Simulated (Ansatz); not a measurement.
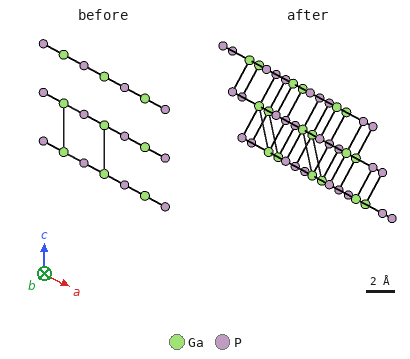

The structure of solid GaP (a generated structure, set up in I4/mmm) (coarse preliminary run) before (left) and after (right) a relaxation, at one scale.

A ball-and-stick model of the cell of the calculation, repeated 2 × 1 × 2 with one cell outlined, seen along the b axis.

Computed with Ansatz 0.2.0, DFT PBE, scalar-relativistic, plane waves, PAW.

Input file:
```yaml
crystal:
  lattice:
    - [-2.17765938, 2.17765938, 1.96915848]
    - [2.17765938, -2.17765938, 1.96915848]
    - [2.17765938, 2.17765938, -1.96915848]
  atoms:
    - { symbol: Ga, position: [0.0, 0.0, 0.0] }
    - { symbol: P, position: [0.5, 0.5, 0.0] }
basis:
  ecutwfc: 420
kpoints:
  mp_grid: { grid: [6, 6, 6] }
hamiltonian:
  xc: pbe
scf:
  occupations: { method: gaussian, width: 0.1 }
  lower_state_search: "off"
output:
  forces: true
  stress: true
  eigenvalues: true
relax:
  adjacent_minimum: "off"
  f_tol: 0.04
  max_steps: 70
  cell: { stress_tol: 0.4 }
```

Command:
```bash
ansatz run input.yaml --threads 1 --pin off --max-ram 2560MiB --backend cpu --events-out ev --progress --plain --runs-dir out
```

Summarise the run.

Over 9 accepted moves (11 points after the start) the energy falls by 2.601 eV per cell of the calculation. All forces vanish by symmetry, so only the cell relaxes. The pressure goes from 29.74 to 0.02 GPa. The SCF was repeated twice at an unchanged geometry on a basis and grid sized afresh for the cell, which shifted the energy by 51.5 meV per cell of the calculation at most. No atom moves by more than 0.005 Å relative to the cell. The volume changes by −8.1 %, with a = b = c 3.655 → 3.646 Å (−0.3 %), α 106.9° → 119.9°, β 106.9° → 119.9°, γ 114.8° → 90.1°. Among the contacts that change: Ga1–P2 1.969 → 2.576 Å, Ga1–P2 (another image) 3.080 → 2.581 Å. The space group stays I4/mmm (No. 139).
